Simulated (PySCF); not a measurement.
**Run report: C5H12, NMR shielding calculation**

System: C5H12, SMILES CCC(C)C.
Method: GIAO wB97X-D/pcSseg-1 NMR shielding, non-relativistic, IEF-PCM chloroform (PySCF 2.14.0).

The geometry comes from this level: PBE0-D3(BJ)/def2-SVP. Figures and captions count atoms from 1; the log counts them from 0 in places.

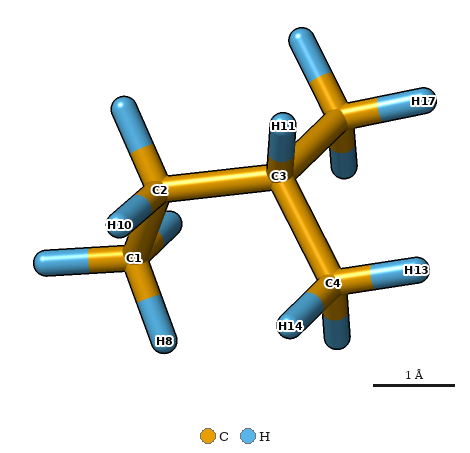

Figure 1. The structure (stick view, seen at a tilt; atoms are numbered from 1 in the order of the input). Bond lengths as drawn: C–C 1.52 to 1.54 Å and C–H 1.10 to 1.11 Å.

**The input**
```
{"job": {"xc": "wB97X-D", "basis": "pcSseg-1", "solvent": "chloroform", "kind": "nmr", "pop": false}, "charge": 0, "multiplicity": 1}
C      1.841190     0.104368     0.047234
C      0.622605     1.016795     0.035300
C     -0.740127     0.311548    -0.012800
C     -0.932555    -0.496346    -1.292307
C     -0.995371    -0.546376     1.222394
H      1.846260    -0.564184     0.922312
H      2.770707     0.692878     0.082332
H      1.890516    -0.528228    -0.852831
H      0.647674     1.664271     0.929464
H      0.691267     1.699538    -0.829887
H     -1.499705     1.114620    -0.015774
H     -0.246249    -1.357264    -1.334239
H     -1.956888    -0.894533    -1.359115
H     -0.752684     0.118095    -2.188429
H     -0.862032     0.032031     2.150089
H     -0.310541    -1.408490     1.264808
H     -2.021064    -0.946691     1.221538
```

The first line tells a small driver script what to run in PySCF; the rest is the geometry in Å.

Run on 1 CPU thread, shared host.

Launch command:
```bash
OMP_NUM_THREADS=1 python <driver script> task.json out
```

**Output**
```
coarse grid: 12872 points
cycle   1  E = -197.6236514919  dE =  3.407e-01  |g| = 2.515e-01  |ddm| = 3.248e+00
cycle   2  E = -197.6348912299  dE = -1.124e-02  |g| = 1.720e-01  |ddm| = 3.327e-01
cycle   3  E = -197.6422523108  dE = -7.361e-03  |g| = 2.122e-02  |ddm| = 1.338e-01
cycle   4  E = -197.6423820855  dE = -1.298e-04  |g| = 5.535e-03  |ddm| = 2.649e-02
cycle   5  E = -197.6423890118  dE = -6.926e-06  |g| = 1.358e-03  |ddm| = 5.122e-03
final grid: 120504 points
cycle   6  E = -197.6769124765  dE = -1.937e-04  |g| = 3.194e-03  |ddm| = 4.036e-02
cycle   7  E = -197.6769157443  dE = -3.268e-06  |g| = 1.647e-03  |ddm| = 7.609e-03
cycle   8  E = -197.6769163319  dE = -5.876e-07  |g| = 6.192e-04  |ddm| = 1.809e-03
cycle   9  E = -197.6769164552  dE = -1.233e-07  |g| = 6.204e-05  |ddm| = 9.863e-04
cycle  10  E = -197.6769164567  dE = -1.547e-09  |g| = 2.944e-05  |ddm| = 1.773e-04
cycle  11  E = -197.6769164570  dE = -2.578e-10  |g| = 6.025e-06  |ddm| = 4.586e-05
```

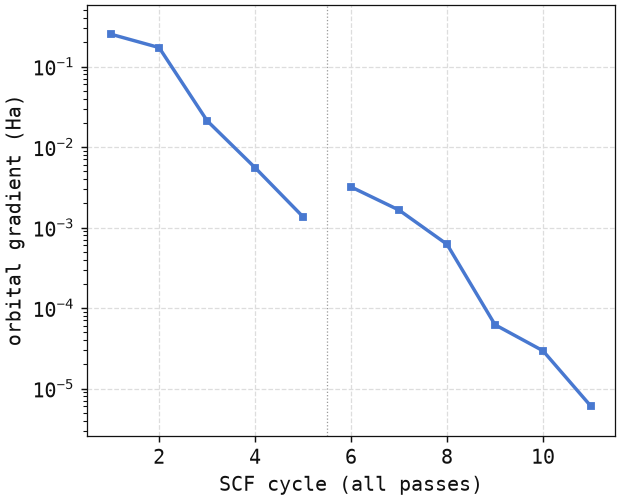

Figure 2. Convergence of the self-consistent field: orbital gradient against the SCF cycle. The dotted line marks the change from a coarse to the final integration grid. The first 5 cycles use a coarse grid, the final grid takes over at cycle 6, and the field converges after 11 cycles in all.

```
converged SCF energy = -197.6769164570

GIAO shielding tensors (ppm)
atom      isotropic    diamagn.    paramagn.     s11        s22        s33       span
  0 C      177.335     247.478     -70.143    172.505    174.513    184.987     12.482
  1 C      153.543     247.095     -93.552    141.106    149.507    170.015     28.909
  2 C      156.584     244.986     -88.402    151.605    156.144    162.003     10.398
  3 C      163.668     247.960     -84.293    144.891    159.556    186.555     41.664
  4 C      163.667     247.959     -84.292    144.889    159.554    186.558     41.669
  5 H       30.528      30.647      -0.120     25.502     29.998     36.082     10.581
  6 H       30.549      28.534       2.015     25.991     27.636     38.020     12.029
  7 H       30.528      30.645      -0.116     25.503     29.997     36.085     10.582
  8 H       30.067      31.431      -1.364     25.472     28.770     35.959     10.487
  9 H       30.067      31.432      -1.364     25.473     28.771     35.958     10.485
 10 H       29.821      31.951      -2.130     26.527     27.156     35.779      9.252
 11 H       30.406      31.219      -0.813     26.596     29.703     34.921      8.325
 12 H       30.408      29.942       0.466     26.138     28.137     36.949     10.811
 13 H       30.560      30.436       0.124     26.271     27.972     37.437     11.166
 14 H       30.559      30.437       0.122     26.271     27.969     37.437     11.166
 15 H       30.405      31.219      -0.814     26.593     29.704     34.919      8.326
 16 H       30.409      29.942       0.466     26.138     28.139     36.949     10.811
```

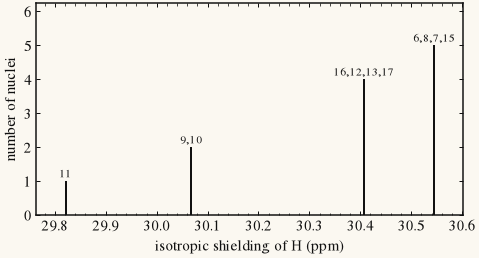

Figure 3. Isotropic shieldings of the hydrogen nuclei in this fixed geometry, labelled by atom number; shielding grows to the right, so chemical shift grows to the left. The least shielded is H11 (29.8 ppm), the most shielded H14 (30.6 ppm).

**Summary**

```csv
quantity,value
outcome,converged
total energy,−197.676916 hartree
HOMO,−10.61 eV
LUMO,3.28 eV
dipole moment,0.10 D
"isotropic shielding, C",153.5 to 177.3 ppm
"isotropic shielding, H",29.8 to 30.6 ppm
wall time,16 s
peak memory,0.86 GiB
```
